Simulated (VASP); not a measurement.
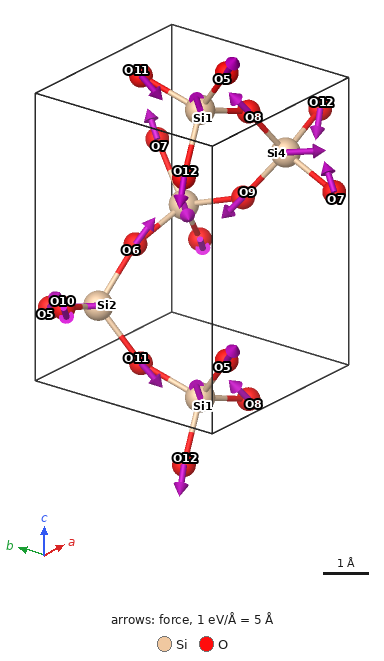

Starting geometry of solid SiO$_{2}$ (set up in P4_12_12) with the computed forces as purple arrows. A ball-and-stick model of the cell of the calculation, seen from a free direction.

The run lets cell and atoms move.

Method: Kohn-Sham DFT of a periodic cell, LDA, VASP PAW LDA potentials, recommended (VASP).

The input:
```
SYSTEM = SiO2
PREC = Accurate
ENCUT = 600
EDIFF = 1E-6
ISMEAR = 0
SIGMA = 0.03
LREAL = .False.
LASPH = .True.
NELM = 80
ALGO = Normal
ISIF = 3
LWAVE = .False.
LCHARG = .False.
IBRION = 2
NSW = 90
EDIFFG = -0.01
KPAR = 4
```

Run as
```bash
cat potpaw_LDA.64/Si/POTCAR potpaw_LDA.64/O/POTCAR > POTCAR
mpirun -np 4 vasp_std > vasp.out
```

Question: What follows when this structure is relaxed?

Answer: It isn't relaxed: the largest force vector, on Si atoms, is 0.18 eV/Å. The final displacements have little in common with the starting forces (cosine between the two patterns 0.26). The largest moves relative to the cell, 0.093 Å, are those of O atoms. Largest moves by element: O 0.093 Å, Si 0.058 Å. The drawn cell changes as follows: a = b 4.982 → 4.925 Å (−1.2 %), c 6.963 → 6.828 Å (−1.9 %); the volume changes by −4.2 %. Among the contacts that change: O–Si 1.604 → 1.611 Å. Bond angles that change, for instance: Si–O–Si 146.6° → 142.5°. The space group stays P4_12_12 (No. 92). After 34 geometry steps the energy has fallen by 1.1 meV per atom. The largest force component goes from 0.13 to 0.0028 eV/Å. The pressure goes from 0.32 to 0.02 GPa. At step 1 the optimiser overshot: the energy rose above the start, and later steps came back.
